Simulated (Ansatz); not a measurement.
Input

```
crystal:
  lattice:
    - [5.6745964866, 0.0, 0.0]
    - [-2.8372982433, 6.3443917445, 0.0]
    - [0.0, 0.0, 25.7854659657]
  atoms:
    - { symbol: As, position: [0.1, 0.7, 0.2908615268] }
    - { symbol: Al, position: [0.7, 0.4, 0.3154660531] }
    - { symbol: As, position: [0.8, 0.1, 0.3400705793] }
    - { symbol: Al, position: [0.4, 0.8, 0.3646751056] }
    - { symbol: As, position: [0.5, 0.5, 0.3892796318] }
    - { symbol: Al, position: [0.1, 0.2, 0.4138841581] }
    - { symbol: As, position: [0.2, 0.9, 0.4384886844] }
    - { symbol: Al, position: [0.8, 0.6, 0.4630932106] }
    - { symbol: As, position: [0.9, 0.3, 0.4876977369] }
    - { symbol: Al, position: [0.5, 0.0, 0.5123022631] }
    - { symbol: As, position: [0.6, 0.7, 0.5369067894] }
    - { symbol: Al, position: [0.2, 0.4, 0.5615113156] }
    - { symbol: As, position: [0.3, 0.1, 0.5861158419] }
    - { symbol: Al, position: [0.9, 0.8, 0.6107203682] }
    - { symbol: As, position: [0.0, 0.5, 0.6353248944] }
    - { symbol: Al, position: [0.6, 0.2, 0.6599294207] }
    - { symbol: As, position: [0.7, 0.9, 0.6845339469] }
    - { symbol: Al, position: [0.3, 0.6, 0.7091384732] }
basis:
  ecutwfc: 420
kpoints:
  mp_grid: { grid: [5, 4, 1] }
hamiltonian:
  xc: pbesol
scf:
  occupations: { method: gaussian, width: 0.05 }
output:
  forces: true
  stress: true
  eigenvalues: true
  write_density: true
  write_potential: true
  elf: true
  volumetric_format: npy
efield:
  axis: 3
  dipole_correction: true
  ramp_width: 0.04
```

Launched as:

```sh
ansatz run input.yaml --threads 2 --pin off --max-ram 5120MiB --backend cpu --events-out ev --progress --plain --runs-dir out
```

Not relaxed (largest force 1.7 eV/Å).

The calculation used DFT PBEsol, scalar-relativistic, plane waves, PAW in Ansatz.

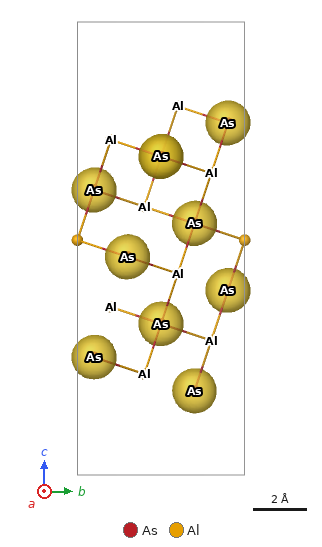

AlAs (slab). Isosurface of the valence charge density (pseudo) at 0.8 e/Å³ (yellow), seen along the a axis. Sticks mark near contacts.

The density is the valence pseudo-density of a PAW calculation; it isn't the true density close to the nuclei.

### What does this surface tell about the bonding?

At this value the density breaks into separate islands; it holds about 60 % of the electrons treated as valence. It bridges none of the near contacts. It is pinched off along the sampled Al–As (2.46 Å) contacts. On the grid the lowest density along these lines, outside the cores, is 0.34 e/Å³ (Al–As, 2.46 Å).

### Does the calculation make it a metal, or give it a gap?

It is metallic or semimetallic at this level of theory: no gap opens.
